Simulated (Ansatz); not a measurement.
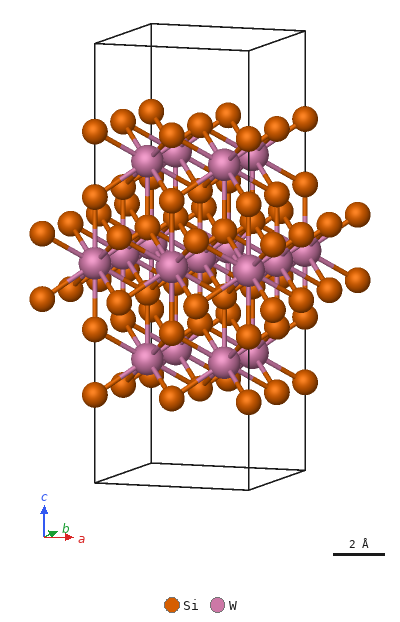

*The structure as given in the input (ball-and-stick view of the 2 × 2 repeat of the cell, with the vacuum cut short, seen slightly off an axis; bonded neighbours outside the cell are drawn too).*

# WSi$_{2}$: single-point calculation

WSi$_{2}$ (slab, 9 atoms in the cell), computed with DFT, PBE, plane waves, PAW, no spin polarisation (Ansatz 0.2.0).

The structure derives from a Materials Project entry. Figures and captions count atoms from 1; the log counts them from 0 in places.

### Input
```yaml
crystal:
  lattice:
    - [3.2291363681, 0.0, 0.0]
    - [0.0, 3.2291363681, 0.0]
    - [0.0, 0.0, 25.469739602]
  atoms:
    - { symbol: Si, position: [0.0, 0.0, 0.2944670859] }
    - { symbol: W, position: [0.5, 0.5, 0.3455629161] }
    - { symbol: Si, position: [0.0, 0.0, 0.3966587462] }
    - { symbol: Si, position: [0.5, 0.5, 0.4489041699] }
    - { symbol: W, position: [0.0, 0.0, 0.5] }
    - { symbol: Si, position: [0.5, 0.5, 0.5510958301] }
    - { symbol: Si, position: [0.0, 0.0, 0.6033412538] }
    - { symbol: W, position: [0.5, 0.5, 0.6544370839] }
    - { symbol: Si, position: [0.0, 0.0, 0.7055329141] }
kpoints:
  mp_grid: { grid: [11, 11, 1] }
hamiltonian:
  xc: pbe
  pseudopotentials: { kind: paw, source: jth }
scf:
  occupations: { method: gaussian, width: 0.1 }
output:
  forces: true
  eigenvalues: true
  stress: true
efield:
  axis: 3
  dipole_correction: true
  ramp_width: 0.04
```

Run on 4 threads of Arm Neoverse V2, 128 GiB of memory available, shared host.

Launch command:
```bash
ansatz run input.yaml --threads 4 --pin off --max-ram 8192MiB --backend cpu --events-out ev --progress --plain --runs-dir out
```

### Output
```
Warning: [file] the checks of this Si dataset prove no rule for summing its radial tables, as where they were carried onto another mesh than they were made on, and Gregory's rule is taken, under which a leading mesh point left out moves its sums only by what lay on the interval it spanned. That does not make them correct, and they differ from Quantum ESPRESSO's on this file; a re-export a fraction of a mesh step off can move them. hamiltonian.pseudopotentials.radial_quadrature: simpson_from_first_knot sums it by `pw.x`'s rule; on a PAW file no value gives `pw.x`'s numbers. What more to know: hamiltonian.pseudopotentials.radial_quadrature, in the input reference
Warning: [file] the checks of this W dataset prove no rule for summing its radial tables, as where they were carried onto another mesh than they were made on, and Gregory's rule is taken, under which a leading mesh point left out moves its sums only by what lay on the interval it spanned. That does not make them correct, and they differ from Quantum ESPRESSO's on this file; a re-export a fraction of a mesh step off can move them. hamiltonian.pseudopotentials.radial_quadrature: simpson_from_first_knot sums it by `pw.x`'s rule; on a PAW file no value gives `pw.x`'s numbers. What more to know: hamiltonian.pseudopotentials.radial_quadrature, in the input reference
Engine: ansatz 0.2.0, aarch64-unknown-linux-gnu
Pseudopotentials: kind: paw
Pseudopotential: Si, paw, valence charge 4, recommended cutoff 390 eV (normal), Si.paw.azcp
Pseudopotential: W, paw, valence charge 14, recommended cutoff 1290 eV (normal), W.paw.azcp
Functional definition: PBE
  parameter kappa = 0.804
  parameter beta = 0.06672455060314922
  exchange = pbe_x(kappa = kappa, mu = beta*pi^2/3)
  correlation = pbe_c(beta = beta)
Crystal: 9 atoms, lattice volume = 265.581 Å³
Basis set: ecut = 1290 eV, 27969 PW (Γ), exchange–correlation on 96×96×750 points (8 copies of the dense FFT grid, shifted against one another)
Bands: 42, of which v1, the nominal top of the filled ones, is band 33 counted from 1 (32 counted from 0)
Symmetry: 8 space group operations
k-points: 21 of 121
Non-local potential: Si, projectors of the file, l = 0: 2, l = 1: 2
Non-local potential: W, projectors of the file, l = 0: 2, l = 1: 2, l = 2: 2
PAW form: soft (Blöchl's): semilocal exchange-correlation on the pseudo side does not see the compensation charge
PAW one-centre angular grid: Si, 110 points (default); XC on 97 of its mesh's 825 points in the sphere
PAW one-centre angular grid: W, 590 points (default); XC on 131 of its mesh's 977 points in the sphere
Initial density: superposition of atomic densities (neutral atoms: chi_scale 0, normalization atom)
Initial wavefunctions: pseudopotential atomic-orbital guess
Functional: x = pbe(κ = 0.804, μ = 0.2195149727645171), c = pbe(β = 0.06672455060314922)
SCF iter   1: F=—  HF=-34846.995509 eV  |F-HF|=—  |Δ(HF+E_count)|=         —  Δρ=3.14e-2  dr2=1.61e1  ethr=3.10e-3  p=0.000 e·Å  D=8.04e-14 V/Å  ΔV_dip=-0.00 eV  dr2_dipole=1.80e-6  V_vac-E_F(+/−)=7.04/7.04 eV  ⟨swp⟩=11.9  Hψ=6380  notcnv=0
efield: sawtooth ramp at fractional position 0.9800 (placed from the atoms, in the widest stretch of the axis that holds none; the zero of the levels goes with the place), width 0.0400; the density the first Hamiltonian is built on has a dipole p = 0.000 e·Å; the dipole correction subtracts the counter field D = 8.04e-14 V/Å, which shifts the + side's vacuum level by -0.00 eV against the − side's; the planar-averaged density in the ramp window peaks in size at 3.9e-9 e/Å³
preconditioner: auto → LDOS  [insulator: Δε(μ)=0.111 eV  Ē_g=7.063 eV  σ=0.100 eV  W_gap=0.53  n_scr=44 (ndim 8)  ℏωp=14.8 eV  f_vac=0.445  D(μ)=1.69/eV (n_scr^D=8)  ε∞_Penn≈5.4  β→1.0]
SCF iter   2: F=—  HF=-34847.459004 eV  |F-HF|=—  |Δ(HF+E_count)|=   4.63e-1  Δρ=2.88e-2  dr2=3.64e1  ethr=3.10e-3  p=0.001 e·Å  D=6.71e-4 V/Å  ΔV_dip=-0.02 eV  dr2_dipole=1.69e-3  V_vac-E_F(+/−)=2.21/2.23 eV  ⟨swp⟩=6.8  Hψ=2522  notcnv=0  defer=70  recentre
SCF iter   3: F=—  HF=-34845.382009 eV  |F-HF|=—  |Δ(HF+E_count)|=    2.08e0  Δρ=1.17e-2  dr2=1.79e0  ethr=3.10e-3  p=0.000 e·Å  D=1.87e-4 V/Å  ΔV_dip=-0.00 eV  dr2_dipole=2.74e-5  V_vac-E_F(+/−)=5.46/5.47 eV  ⟨swp⟩=6.0  Hψ=2519  notcnv=0  defer=52
SCF iter   4: F=—  HF=-34845.222060 eV  |F-HF|=—  |Δ(HF+E_count)|=   1.60e-1  Δρ=3.51e-3  dr2=1.06e-1  ethr=2.71e-3  p=-0.000 e·Å  D=-3.55e-6 V/Å  ΔV_dip=0.00 eV  dr2_dipole=7.39e-6  V_vac-E_F(+/−)=4.46/4.46 eV  ⟨swp⟩=2.6  Hψ=1278  notcnv=0  defer=55
SCF iter   5: F=—  HF=-34845.216938 eV  |F-HF|=—  |Δ(HF+E_count)|=   5.12e-3  Δρ=1.31e-3  dr2=2.67e-2  ethr=1.60e-4  p=0.000 e·Å  D=6.99e-5 V/Å  ΔV_dip=-0.00 eV  dr2_dipole=3.00e-7  V_vac-E_F(+/−)=4.44/4.44 eV  ⟨swp⟩=2.3  Hψ=1357  notcnv=0  defer=56
SCF iter   6: F=—  HF=-34845.216132 eV  |F-HF|=—  |Δ(HF+E_count)|=   8.06e-4  Δρ=2.63e-4  dr2=4.41e-4  ethr=4.04e-5  p=0.000 e·Å  D=4.90e-5 V/Å  ΔV_dip=-0.00 eV  dr2_dipole=4.10e-8  V_vac-E_F(+/−)=4.51/4.51 eV  ⟨swp⟩=1.8  Hψ=949  notcnv=0  defer=56
SCF iter   7: F=—  HF=-34845.216445 eV  |F-HF|=—  |Δ(HF+E_count)|=   3.13e-4  Δρ=8.86e-5  dr2=1.18e-4  ethr=6.68e-7  p=0.000 e·Å  D=9.60e-6 V/Å  ΔV_dip=-0.00 eV  dr2_dipole=1.09e-9  V_vac-E_F(+/−)=4.53/4.53 eV  ⟨swp⟩=4.7  Hψ=1996  notcnv=0  defer=56
SCF iter   8: F=—  HF=-34845.216442 eV  |F-HF|=—  |Δ(HF+E_count)|=   3.46e-6  Δρ=3.29e-5  dr2=7.47e-6  ethr=1.78e-7  p=0.000 e·Å  D=1.46e-6 V/Å  ΔV_dip=-0.00 eV  dr2_dipole=5.45e-11  V_vac-E_F(+/−)=4.53/4.53 eV  ⟨swp⟩=4.4  Hψ=2172  notcnv=0  defer=56
SCF iter   9: F=—  HF=-34845.216190 eV  |F-HF|=—  |Δ(HF+E_count)|=   2.52e-4  Δρ=1.02e-5  dr2=1.09e-6  ethr=1.13e-8  p=-0.000 e·Å  D=-1.34e-7 V/Å  ΔV_dip=0.00 eV  dr2_dipole=1.99e-10  V_vac-E_F(+/−)=4.53/4.53 eV  ⟨swp⟩=4.7  Hψ=2657  notcnv=0  defer=56
SCF iter  10: F=—  HF=-34845.216190 eV  |F-HF|=—  |Δ(HF+E_count)|=   1.88e-7  Δρ=4.99e-6  dr2=3.33e-7  ethr=1.66e-9  p=0.000 e·Å  D=1.66e-7 V/Å  ΔV_dip=-0.00 eV  dr2_dipole=1.98e-11  V_vac-E_F(+/−)=4.53/4.53 eV  ⟨swp⟩=4.9  Hψ=2310  notcnv=0  defer=56
SCF iter  11: F=-34845.216190 eV  HF=-34845.216190 eV  |F-HF|=1.44e-8  |Δ(HF+E_count)|=   1.15e-7  Δρ=7.47e-7  dr2=1.01e-8  ethr=1.52e-10  p=-0.000 e·Å  D=-6.69e-8 V/Å  ΔV_dip=0.00 eV  dr2_dipole=1.27e-12  V_vac-E_F(+/−)=4.53/4.53 eV  ⟨swp⟩=23.9  Hψ=8635  notcnv=0
SCF 1 converged in 11 iterations: F = -34845.216190 eV  dr2 = 1.01e-8
  greatest PAW one-centre occupation: 0.999 electrons in one spin orbital (limit 2), on the W atom at site 4 (counted from 0), in its partial waves of l = 0
```

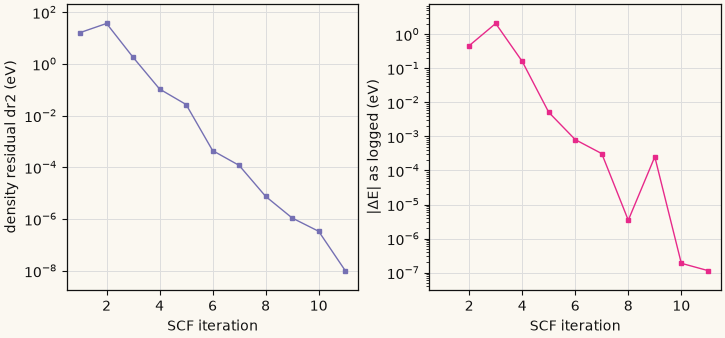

*Convergence of the self-consistent field: density residual dr2 and size of the energy change against the SCF iteration.*

The residual comes down, with one marked jump up, by a factor of about 2.5, at step 2.

```
SCF converged after 11 iterations
Free energy (F): -34845.216190 eV
Harris-Foulkes:  -34845.216190 eV  (|F-HF|=1.44e-8)
Internal energy: -34845.189429 eV  (E = F + TS)
E sigma→0 (E₀):  -34845.202810 eV
Entropy (-TS):   -0.026761 eV (-2.973 meV/atom)
Fermi energy:    5.029730 eV
Dipole field:    D = 0.000001 V/Å  (p = 0.000002 e·Å, saw-weighted, corrected)
Work function:   Φ+ = 4.5293 eV   Φ− = 4.5293 eV
Levels:          The Fermi level and band energies are counted from a zero that moves with the ramp; work functions are not
--- Per-component energies (eV) ---
  E_band       = -990.847356
  E_kinetic    = 822.449386
  E_local      = -50703.744057  (includes V_loc(G=0)·N_el)
  E_nonlocal   = 975.487868
  E_hartree    = 24863.717461
  E_xc         = -1021.448637
  E_vxc        = -632.418297  (∫ρ·V_xc dr)
  E_paw        = -28961.392043  (= ΣΔE_a)
  E_vpaw       = -1180.031534  (= ΣTr[D̂ρ^β])
  E_aug_tail   = 0.000014  (compensation charges beyond the density's cutoff)
  E_efield     = 0.000000  (sawtooth field / dipole correction)
  E_vefield    = 0.000000  (∫n·V_field dr)
  E_ewald      = 19179.740577
  E_smearing   = -0.026761  (= −TS)
  E_closure    = -0.000000  (closes the sum)
  Σ components = -34845.216190   (vs F -34845.216190, Δ=0.00e0)
--- Forces (eV/Å), atoms counted from 1 ---
  atom   1  Si     0.00000000     0.00000000     0.31053716
  atom   2  W     -0.00000000     0.00000000     0.21218250
  atom   3  Si     0.00000000     0.00000000    -0.29846361
  atom   4  Si    -0.00000000     0.00000000    -0.40139737
  atom   5  W      0.00000000     0.00000000    -0.00000474
  atom   6  Si    -0.00000000     0.00000000     0.40139764
  atom   7  Si     0.00000000     0.00000000     0.29846583
  atom   8  W     -0.00000000     0.00000000    -0.21217846
  atom   9  Si     0.00000000     0.00000000    -0.31053814
  max |Σ_I F_I| component: 8.24e-7 eV/Å
--- Stress (GPa, compression-positive) ---
       -1.159132       0.000000       0.000000
        0.000000      -1.159132       0.000000
        0.000000       0.000000      -1.390395
  P = ⅓ Tr σ = -1.2362 GPa (-12.362 kbar)
--- Band table (eV; the first three rows and the last of 21) ---
  k-point 0: bands = ["-68.7625", "-68.7625", "-68.7129", "-33.0032", "-33.0026", "-32.9659", "-32.9659", "-32.9659", "-32.9659", "-32.9514", "-32.9493", "-32.9493", "-8.4666", "-7.6203", "-6.0524", "-4.9573", "-3.2327", "-0.9828", "-0.3751", "1.5403", "1.7844", "1.9230", "2.6043", "2.6365", "2.6365", "2.9373", "3.3326", "3.3326", "4.5151", "4.5151", "5.5796", "5.5796", "5.7078", "5.8404", "5.9048", "5.9380", "5.9744", "6.9099", "6.9099", "7.8683", "7.9063", "7.9063"]
  k-point 1: bands = ["-68.7619", "-68.7619", "-68.7123", "-33.0014", "-33.0009", "-32.9822", "-32.9822", "-32.9657", "-32.9644", "-32.9644", "-32.9496", "-32.9478", "-8.3362", "-7.4979", "-5.9086", "-4.8564", "-3.1494", "-0.9671", "-0.2858", "1.3212", "1.5923", "1.9252", "2.1506", "2.6332", "2.7127", "2.8411", "3.2452", "3.3568", "4.2793", "4.5502", "4.9866", "5.2670", "5.2870", "5.4944", "5.6663", "6.0974", "6.5751", "6.7970", "7.4265", "7.6066", "7.9776", "8.6169"]
  k-point 2: bands = ["-68.7604", "-68.7604", "-68.7108", "-33.0256", "-33.0256", "-33.0097", "-32.9964", "-32.9959", "-32.9604", "-32.9603", "-32.9447", "-32.9437", "-7.9515", "-7.1389", "-5.4908", "-4.5604", "-2.9257", "-1.0451", "-0.0623", "0.3807", "0.8302", "1.7777", "1.8798", "2.5262", "2.8761", "2.9196", "2.9873", "3.3253", "3.7807", "4.2880", "4.3171", "4.5306", "4.8123", "5.4662", "5.4984", "6.1594", "6.7848", "6.9024", "7.2948", "7.9371", "8.5118", "8.6849"]
  k-point 20: bands = ["-68.7491", "-68.7491", "-68.6993", "-33.1361", "-33.1360", "-33.1357", "-33.1356", "-33.1211", "-33.1206", "-32.9603", "-32.9602", "-32.9082", "-4.2879", "-4.0365", "-3.9774", "-2.0558", "-1.5832", "-1.4595", "-1.0066", "-0.5535", "-0.2465", "0.4338", "0.8949", "1.3119", "1.3693", "1.3914", "1.4264", "2.4109", "2.6253", "2.8620", "3.1937", "3.2336", "3.6785", "4.9846", "6.2336", "7.1529", "7.8405", "7.9651", "7.9828", "8.1142", "8.2434", "8.5899"]
```

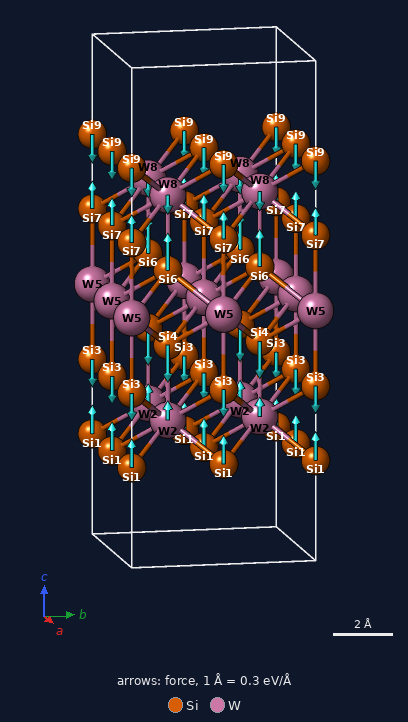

*Forces on the atoms as teal arrows (ball-and-stick view of the 2 × 2 repeat of the cell, with the vacuum cut short, seen slightly off an axis; atoms are numbered from 1 in the order of the input).*

The largest act on Si4, Si6 (0.40 eV/Å); Si1, Si9 (0.31 eV/Å); Si3, Si7 (0.30 eV/Å); W2, W8 (0.21 eV/Å). The geometry is not a stationary point of this energy.

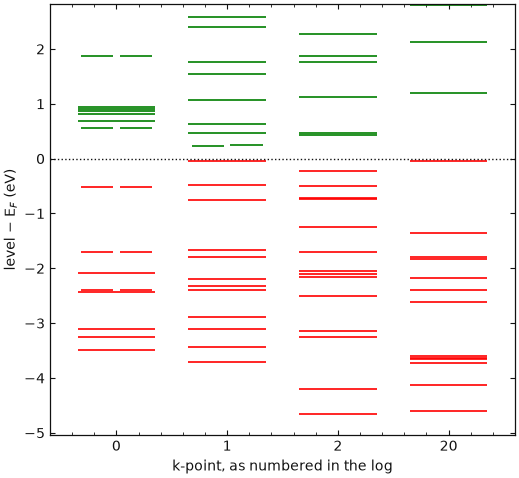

*Kohn–Sham levels near the Fermi level (dotted) at the few k-points that the log prints; levels within 0.02 eV of each other stand side by side.*

The system is metallic on the full mesh.

### Key numbers

| quantity | value |
| --- | --- |
| outcome | converged |
| electrons treated | 66 |
| free energy | −34845.2162 eV |
| Fermi energy | 5.030 eV |
| gap on the k-point mesh | none (metallic) |
| largest force (length of the vector) | 0.401 eV/Å |
| wall time | 42 s (CPU time 2.7 min) |
| peak memory | 2.4 GiB |

### Notes

Settings chosen away from the usual ones: hamiltonian.pseudopotentials set to {"kind": "paw", "source": "jth"}; basis.ecutwfc removed. Spin–orbit coupling is left out, which matters for W.
